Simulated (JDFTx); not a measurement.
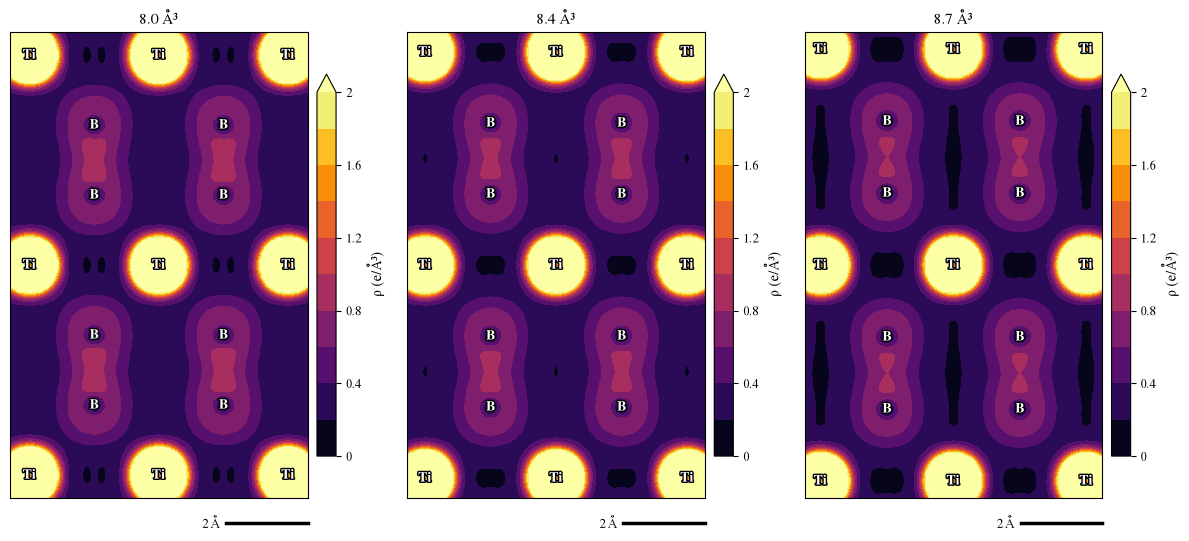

TiB₂. The valence electron density of cells scaled evenly to different volumes (given per atom above each panel), on the (110) plane of each (indices in the axes of the cell below), at one length scale and on one colour scale.

Computed with Kohn-Sham DFT of a periodic cell, PBE, PseudoDojo-SR-PBE-0.5-standard (JDFTx 1.7.0 (patched build)).

The density is the valence pseudo-density of a pseudopotential calculation; it isn't the true density close to the nuclei.

The largest cell:

```cif
data_structure
_symmetry_space_group_name_H-M 'P 1'
_symmetry_Int_Tables_number 1
_cell_length_a 3.0886
_cell_length_b 3.0886
_cell_length_c 3.2917
_cell_angle_alpha 90.000
_cell_angle_beta 90.000
_cell_angle_gamma 120.000
_cell_volume 27.19
loop_
_atom_site_label
_atom_site_type_symbol
_atom_site_fract_x
_atom_site_fract_y
_atom_site_fract_z
_atom_site_occupancy
Ti1 Ti 0.00000 0.00000 0.00000 1
B1 B 0.66667 0.33333 0.50000 1
B2 B 0.33333 0.66667 0.50000 1
```

| volume (Å³/atom) | B–B contact in the plane (Å) | ρ at its midpoint (e/Å³) | pressure (GPa) | 
| --- | --- | --- | --- |
| 8.04 | 1.713 | 0.867 | 18.0 | 
| 8.38 | 1.737 | 0.831 | 5.6 | 
| 8.72 | 1.761 | 0.800 | −4.7 | 
| 8.89 | 1.772 | ? | ? | 
| 9.06 | 1.783 | 0.771 | −13.1 | 

### Estimate the missing row, and compare with the calculation.

Over the known rows ln ρ falls by 1.67 per Å of B–B distance (a least-squares line), which gives 0.785 e/Å³ at 1.772 Å; the calculation gives 0.786 e/Å³. For the pressure, a straight line in volume between the neighbouring rows gives −8.9 GPa; the calculation gives −9.1.
